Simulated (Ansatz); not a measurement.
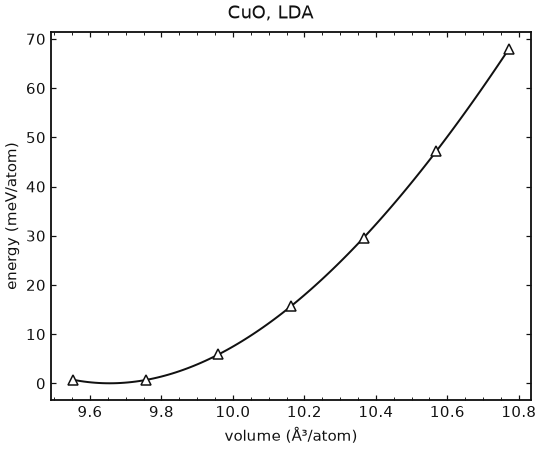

Plotted: energy against volume for CuO, space group Cc (No. 9).

Starting cell:
```yaml
crystal:
  lattice:
    - [2.34465, -1.71340, 0.00000]
    - [2.34465, 1.71340, 0.00000]
    - [-0.86055, 0.00000, 5.05944]
  atoms:
    - { symbol: Cu, position: [0.49680, 0.00320, 0.50000] }
    - { symbol: Cu, position: [0.00320, 0.49680, 0.00000] }
    - { symbol: O, position: [0.40560, 0.57140, 0.75370] }
    - { symbol: O, position: [0.57140, 0.40560, 0.25370] }
```

Calculation (Ansatz 0.2.0): all-electron LAPW DFT, no spin polarisation; energies at scaled volumes of the given cell, shape and fractions fixed, counted from the fit's minimum, third-order Birch-Murnaghan fit. Level: LDA.

k mesh 10×10×5; occupations Fermi–Dirac; smearing width 0.05 eV; potentials all electron LAPW, scalar relativistic; program settings basis error eV/atom 0.002.

This calculation gives: equilibrium volume 9.65 Å³/atom and bulk modulus 207 GPa.

Now the level changes from LDA to PBEsol. What happens?

The equilibrium volume rises from 9.65 to 10.01 Å³/atom (+3.7 %) and the bulk modulus falls from 207 to 186 GPa (−10 %).

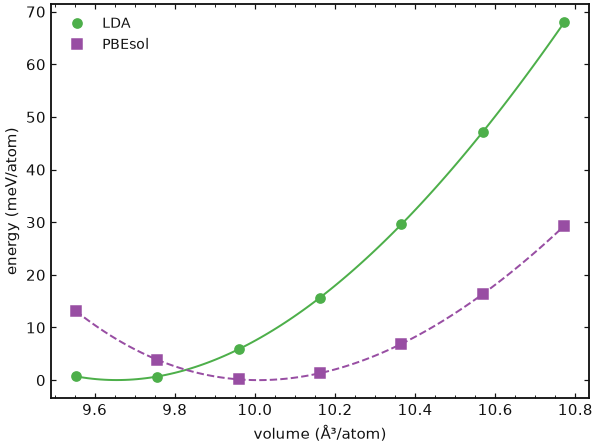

The two results together.

For both, limits of the calculation: shape and atomic fractions are frozen while scaling, which makes layered, chain and framework solids too stiff.

V0 and the bulk modulus come from third-order Birch–Murnaghan fits.
